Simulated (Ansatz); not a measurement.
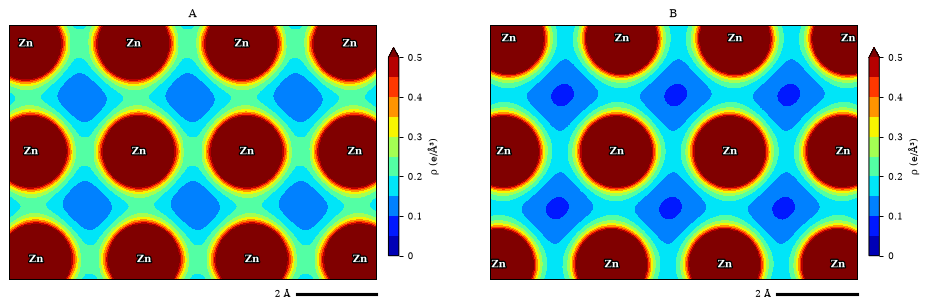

Zn. The valence pseudo-density of two cells that differ in size and shape, on the (011) plane of each (indices in the axes of the calculation cell), at one length scale and on one colour scale; one has 14.5 and the other 15.9 Å³ an atom.

Theory: DFT PBE, scalar-relativistic, plane waves, PAW (Ansatz 0.2.0).

In a PAW calculation such maps are meaningful between the atoms, not at the nuclei.

> Which panel shows the smaller cell, and what does the compression change?

Panel A is the smaller cell, by 9 % in volume. From the larger cell to the smaller, Zn–Zn goes from 2.84 to 2.71 Å, and the density at its midpoint from 0.18 to 0.22 e/Å³; the pressure goes from −2.7 to 3.9 GPa.
